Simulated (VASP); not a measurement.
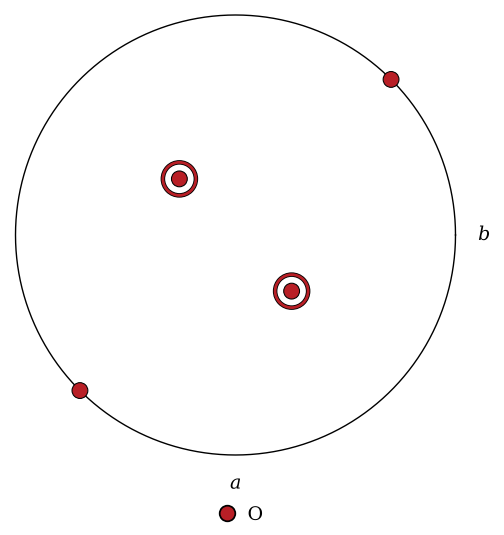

Directions from one hafnium atom at (0, 0, 1/2) to its bonded neighbours, in stereographic projection down c (filled: above the plane of the page or in it, open: below). Crystal: HfO2, the geometry relaxed with VASP Kohn-Sham DFT of a periodic cell, BEEF-vdW, VASP PAW PBE potentials, recommended (VASP). Geometry calculated from the standardised cell; symmetry tolerance 0.002 Å.

Neighbours are counted up to 2.69 Å for O.

```
Hf O
1.0
     4.86439    0.00000    0.00000
     0.00000    4.86439    0.00000
     0.00000    0.00000    3.23102
Hf O
2 4
Direct
  0.00000 0.00000 0.50000
  0.50000 0.50000 0.00000
  0.30521 0.69479 0.50000
  0.19479 0.19479 0.00000
  0.80521 0.80521 0.00000
  0.69479 0.30521 0.50000
```

### How many neighbours are there, and at what angles?

6: 6 O at 2.10 Å. Angles between bonds: 79° (2×), 90° (8×), 101° (2×), 180° (3×).

### What is the site's symmetry in the crystal?

Point group mmm (D2h), order 8: three twofold axes, three mirror planes, an inversion centre. In P4_2/mnm (No. 136) this is Wyckoff position 2b.
